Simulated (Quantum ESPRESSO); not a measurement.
System: Ru.

```
Ru
1.0
     4.05870    2.34329    0.00000
    -1.35290    2.34329    0.00000
     0.00000    0.00000    4.28190
Ru
4
Cartesian
  0.0102 1.5678 1.0901
  1.3631 3.9111 1.0901
  1.3425 0.7751 3.1918
  2.6954 3.1184 3.1918
```

Space group C2/m; not relaxed (largest force 0.5 eV/Å); computed pressure about 5 GPa in this cell.

Method: Kohn-Sham DFT of a periodic cell, PBE, SSSP 1.3 efficiency PBE in Quantum ESPRESSO.

**What will maps of the valence pseudo-density show?**

Ru–Ru (2.61 Å): the density is about 0.46 e/Å³ at the midpoint.
Ru–Ru (2.68 Å): ρ is about 0.41 e/Å³ halfway.

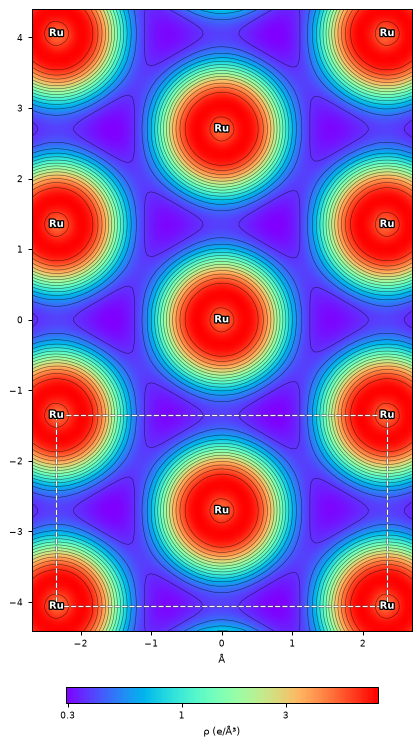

Computed valence pseudo-density on the (001) plane of the conventional cell. 
